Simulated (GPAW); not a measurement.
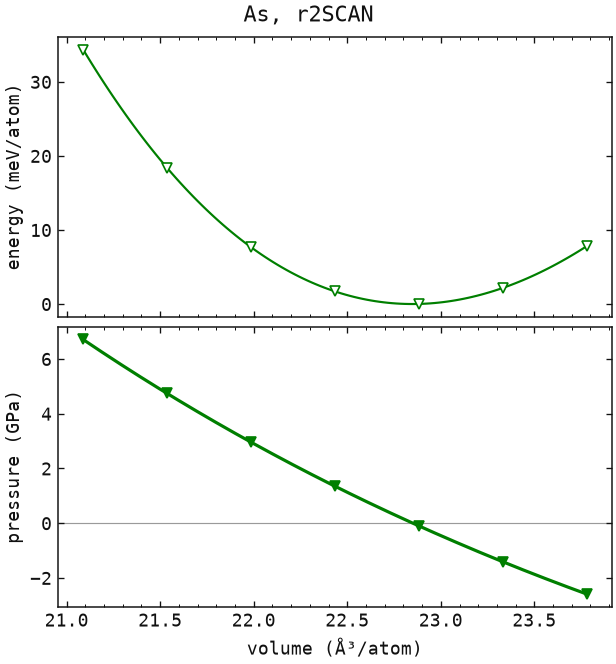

Caption: Energy and pressure against volume for As, space group Cmce (No. 64).

A third-order Birch–Murnaghan fit gives V0 = 22.85 Å³/atom, B0 = 70.6 GPa and B′ = 4.2. The energy is 34.36 meV/atom at volume 21.09 Å³/atom and 7.81 meV/atom at 23.78 Å³/atom; the lowest computed point is at volume 22.88 Å³/atom (0.01 meV/atom), and no other minimum shows. The pressure falls from 6.71 GPa at volume 21.09 Å³/atom to −2.59 GPa at 23.78 Å³/atom, and changes sign near 22.85 Å³/atom.

Computed with GPAW 26.7.0: PAW DFT in plane waves, on a grid or in atomic orbitals, no spin polarisation; energies at scaled volumes of the given cell, shape and fractions fixed, counted from the fit's minimum, third-order Birch-Murnaghan fit. Level: r2SCAN.

- k mesh: 6×6×5
- occupations: Fermi–Dirac
- smearing width: 0.05 eV
- potentials: GPAW PAW data sets (gpaw data 1.2.1)
- wave cutoff: 600 eV
- program settings: basis pw

Cell as given: a = 5.795 Å, b = 5.795 Å, c = 4.470 Å, α = 90.00°, β = 90.00°, γ = 143.29°; 4 atoms.

Limits of the calculation: shape and atomic fractions are frozen while scaling, which makes layered, chain and framework solids too stiff.
